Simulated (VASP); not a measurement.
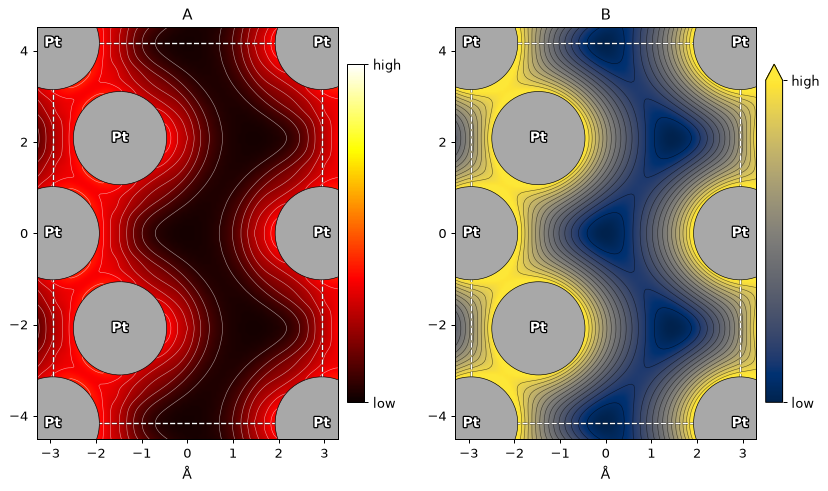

Pt: 2 fields on the (110) plane of the conventional cell, with unlabelled colour scales. Grey discs cover the atomic cores.

Space group Fd-3m; a generated structure, not necessarily the stable one; changed on purpose from its base cell (volume × 1.0).

The calculation used VASP, Kohn-Sham DFT of a periodic cell, BLYP, VASP PAW PBE potentials, recommended.

Match the panels to the quantities (electron localisation function and valence pseudo-density).

Answer. Panel A: electron localisation function. Panel B: valence pseudo-density. From the grid: Pt–Pt (2.55 Å): ρ at the midpoint is about 0.55 e/Å³; the ELF is about 0.35 at the midpoint.
